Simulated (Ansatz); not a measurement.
# HfO2 (slab): what the fields show

Input

```
crystal:
  lattice:
    - [3.6045557009, 0.0, 0.0]
    - [-1.8022778505, 3.1216368064, 0.0]
    - [0.0, 0.0, 26.0366527709]
  atoms:
    - { symbol: O, position: [0.6666666667, 0.3333333333, 0.2697303696] }
    - { symbol: O, position: [0.0, 0.0, 0.3337127214] }
    - { symbol: Hf, position: [0.6666666667, 0.3333333333, 0.34113015] }
    - { symbol: O, position: [0.3333333333, 0.6666666667, 0.3926819099] }
    - { symbol: O, position: [0.6666666667, 0.3333333333, 0.4603371085] }
    - { symbol: Hf, position: [0.3333333333, 0.6666666667, 0.4666024864] }
    - { symbol: O, position: [0.0, 0.0, 0.5180757376] }
    - { symbol: O, position: [0.3333333333, 0.6666666667, 0.5855740333] }
    - { symbol: Hf, position: [0.0, 0.0, 0.591950865] }
    - { symbol: O, position: [0.6666666667, 0.3333333333, 0.6445788901] }
    - { symbol: O, position: [0.0, 0.0, 0.7339661798] }
    - { symbol: Hf, position: [0.6666666667, 0.3333333333, 0.7181780922] }
basis:
  ecutwfc: 420
kpoints:
  mp_grid: { grid: [9, 9, 1] }
  band_path:
    path:
      - [0.5, 0, 0]
      - [0, 0, 0]
      - [0.3333333333333, 0.3333333333333, 0]
      - [0.5, 0, 0]
    npoints: 12
hamiltonian:
  xc: pbe
scf:
  occupations: { method: gaussian, width: 0.05 }
  n_extra_bands: 30
output:
  forces: true
  eigenvalues: true
  populations: true
  fatbands: true
  write_density: true
  write_potential: true
  elf: true
  volumetric_format: npy
efield:
  axis: 3
  dipole_correction: true
  ramp_width: 0.04
```

Command:

```sh
ansatz run input.yaml --threads 2 --pin off --max-ram 5632MiB --backend cpu --events-out ev --progress --plain --runs-dir out
```

Built by placing these elements on a known structure type.

The calculation used DFT PBE, scalar-relativistic, plane waves, PAW (Ansatz 0.2.0).

Core electrons are frozen (PAW), and the valence fields are smoothed inside the atomic spheres.

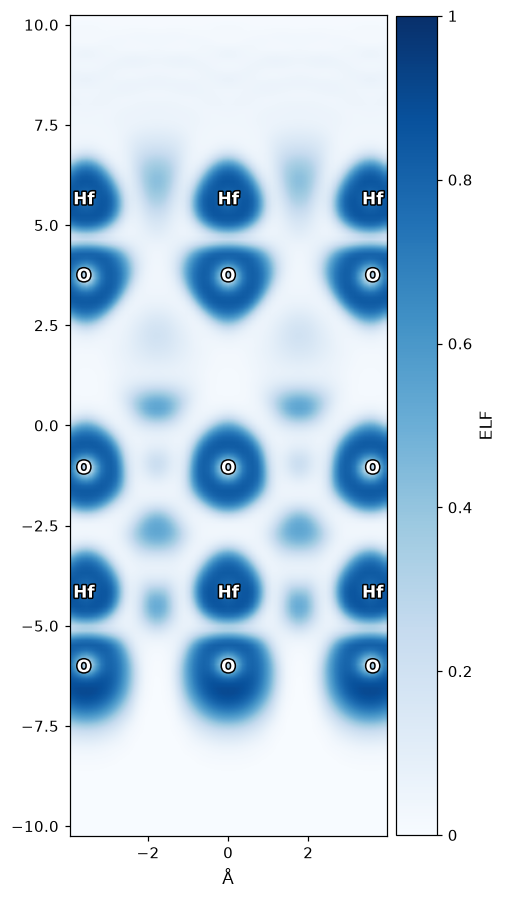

Figure 1. Electron localisation function on the (100) plane of the calculation cell, a cut from vacuum to vacuum.

Q: Interpret the plot.

A:
- Atoms in the plane: O and Hf.
- Hf–O (1.86 Å): the ELF peaks at about 0.80 in the valence shell of O, 0.5 Å from its nucleus, and drops to about 0.30 between the two atoms; no shared electron pair shows on this line.
- Hf–O (1.92 Å): the ELF peaks at about 0.80 in the valence shell of O, 0.6 Å from its nucleus, and drops to about 0.25 between the two atoms; no shared electron pair shows on this line.
- The features right at Hf lie inside the PAW spheres, where the map follows smoothed inner orbitals and isn't to be read closely.

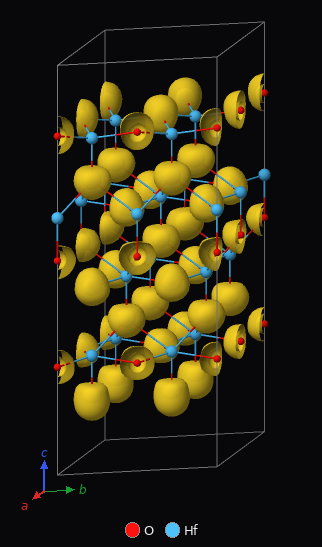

Figure 2. Isosurface of the electron localisation function at 0.75 (yellow), seen slightly off an axis. Core shells and regions of very low density are left out. Sticks mark near contacts.

Q: Identify the bonds, lone pairs and shells in this picture.

A: At this value the surface marks out eight regions wrapped around O (the valence shell of each), counted in one cell of 12 atoms. Counts are for one cell; the picture repeats the cell along the surface.

Q: Does the calculation give a band gap?

A: It is gapless in this calculation (a metal or semimetal).
